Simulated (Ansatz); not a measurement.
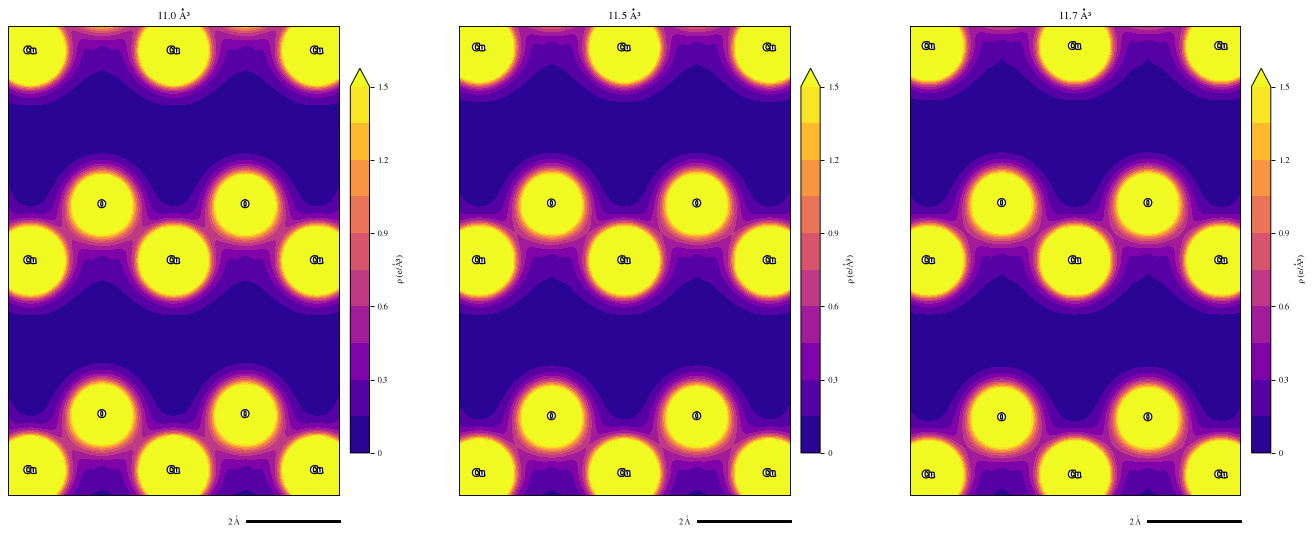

CuO. The valence pseudo-density of cells scaled evenly to different volumes (given per atom above each panel), on the (100) plane of each (indices in the axes of the cell below), at one length scale and on one colour scale.

A generated structure, not necessarily the stable one.

Level of theory: Kohn-Sham DFT of a periodic cell, PBE, Ansatz PAW in Ansatz 0.2.0.

Core electrons are frozen (PAW), and the valence fields are smoothed inside the atomic spheres.

The largest cell:

```
Cu O
1.0
     3.23778    0.00000    0.00000
     0.00000    3.23778    0.00000
     0.00000    0.00000    4.74072
Cu O
2 2
Direct
  0.00000 0.00000 0.00000
  0.50000 0.50000 0.00000
  0.50000 0.00000 0.26700
  0.00000 0.50000 0.73300
```

| volume (Å³/atom) | Cu–O contact in the plane (Å) | ρ at its midpoint (e/Å³) | pressure (GPa) | 
| --- | --- | --- | --- |
| 11.02 | 1.974 | 0.636 | 29.6 | 
| 11.49 | 2.002 | 0.596 | 20.6 | 
| 11.72 | 2.015 | 0.578 | 16.8 | 
| 11.96 | 2.029 | ? | ? | 
| 12.42 | 2.055 | 0.529 | 7.4 | 

Question: What values belong in the row with question marks?

Answer: Over the known rows ln ρ falls by 2.27 per Å of Cu–O distance (a least-squares line), which gives 0.561 e/Å³ at 2.029 Å; the calculation gives 0.560 e/Å³. For the pressure, a straight line in volume between the neighbouring rows gives 13.6 GPa; the calculation gives 13.3.
